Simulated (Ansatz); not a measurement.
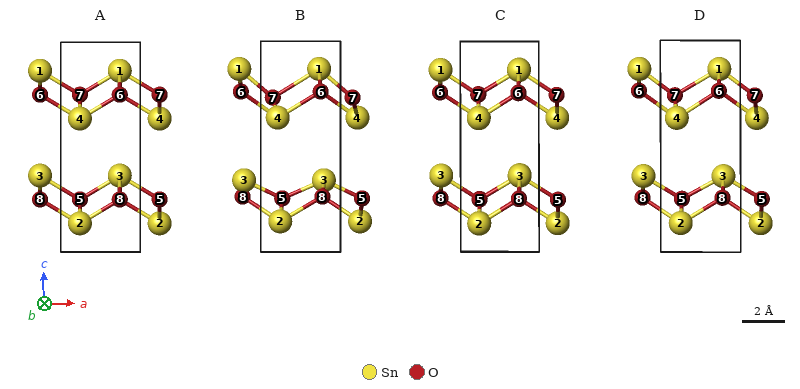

4 geometries from one relaxation of a crystal of SnO (set up in P1), in shuffled order. Style: ball-and-stick. Shown: the cell of the calculation, along the b axis.

Case: cure: more steps.

Computed with Ansatz 0.2.0, DFT PBE, scalar-relativistic, plane waves, PAW. (plane-wave cutoff 420 eV; k-point mesh 6 × 6 × 2; occupations gaussian; smearing width 0.02 eV; no spin polarisation; cell and atoms relaxed; force threshold 0.005 eV/Å; at most 100 steps)

**Put them in the order of the run, from the start to the converged end.**

B, D, C, A. They are steps 0, 1, 2, 7, at +262 meV per atom, +69.7 meV per atom, +16.2 meV per atom relative to the last. After 6 accepted moves (7 points after the start) the energy has fallen by 262 meV per atom. Largest force component: 5.1 eV/Å at the start, 0.0029 eV/Å at the end. Pressure: 9.59 GPa at the start and −0.01 GPa at the end. At 1 point the geometry stayed and the basis and grid were re-selected for the new cell (energy shift of 0.3 meV per atom at most each time). The atom that moves furthest relative to the cell is O7 (0.39 Å roughly along [3 0 1]). By element the largest moves are O 0.39 Å, Sn 0.34 Å. The drawn cell changes as follows: a 3.871 → 3.868 Å (−0.1 %), b 3.871 → 3.867 Å (−0.1 %), c 10.222 → 10.170 Å (−0.5 %); the volume changes by −0.7 %. Among the contacts that change: Sn1–O7 2.642 → 2.255 Å, Sn4–O7 1.894 → 2.255 Å, Sn3–O8 1.958 → 2.255 Å, Sn4–O7 (another image) 2.476 → 2.255 Å. Among the angles between lasting bonds that change: Sn3–O8–Sn3 135.2° → 118.1°, O8–Sn3–O8 135.2° → 118.1°, Sn2–O8–Sn3 91.1° → 105.3°. The space group (tolerance 0.01 Å) goes from P1 (No. 1) to P4/nmm (No. 129). The run took 3.7 min on 2 threads of Intel(R) Xeon(R) Processor @ 2.50GHz (Skylake/Cascade Lake), with other jobs on the host, peak memory 0.55 GiB.

Limits of the set-up: layers or molecules are held without a dispersion correction, so their spacing is unreliable.
